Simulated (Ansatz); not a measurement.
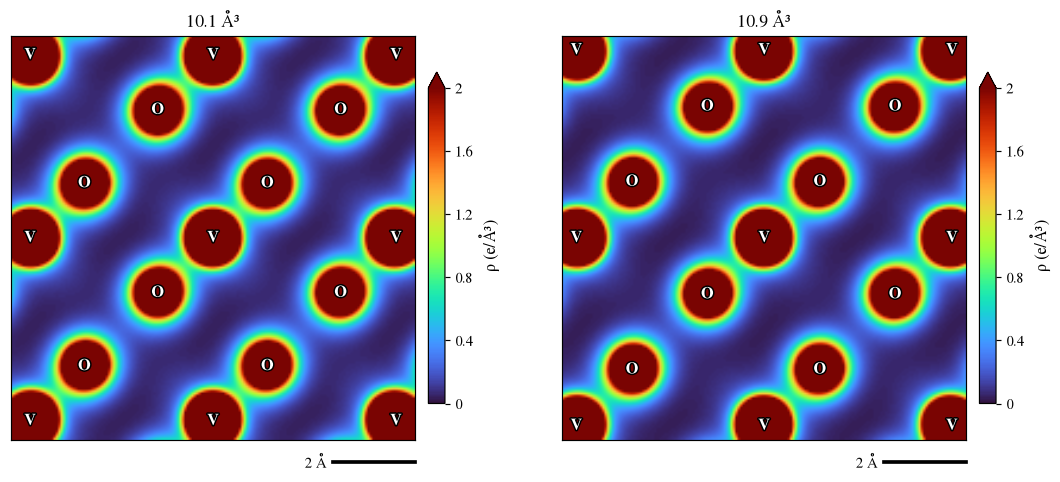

VO$_{2}$. The valence charge density (pseudo) of cells scaled evenly to different volumes (given per atom above each panel), on the (001) plane of each (indices in the axes of the cell below), at one length scale and on one colour scale.

A structure from a database of computed crystals, not necessarily the ambient phase; spin-polarised.

These are results of Kohn-Sham DFT of a periodic cell, PBEsol with D3(BJ), Ansatz PAW (Ansatz), not measurements.

In a PAW calculation such maps are meaningful between the atoms, not at the nuclei.

The largest cell:

```
V O
1.0
     4.59560    0.00000    0.00000
     0.00000    4.59560    0.00000
     0.00000    0.00000    3.10416
V O
2 4
Cartesian
  2.2978 2.2978 1.5521
  0.0000 0.0000 0.0000
  0.9208 3.6748 1.5521
  3.6748 0.9208 1.5521
  3.2186 3.2186 0.0000
  1.3770 1.3770 0.0000
```

| volume (Å³/atom) | V–O contact in the plane (Å) | ρ at its midpoint (e/Å³) | pressure (GPa) | largest moment (μB) | 
| --- | --- | --- | --- | --- |
| 10.10 | 1.897 | 0.803 | −15.5 | 0.84 | 
| 10.72 | 1.935 | ? | ? | ? | 
| 10.93 | 1.947 | 0.712 | −28.6 | 0.89 | 

Estimate the missing row, and compare with the calculation.

Over the known rows ln ρ falls by 2.41 per Å of V–O distance (the line through the two), which gives 0.733 e/Å³ at 1.935 Å; the calculation gives 0.733 e/Å³. For the pressure, a straight line in volume between the neighbouring rows gives −25.3 GPa; the calculation gives −25.9, lower because pressure rises ever faster on compression. For the largest moment, a straight line in volume between the neighbouring rows gives 0.88 μB; the calculation gives 0.88.
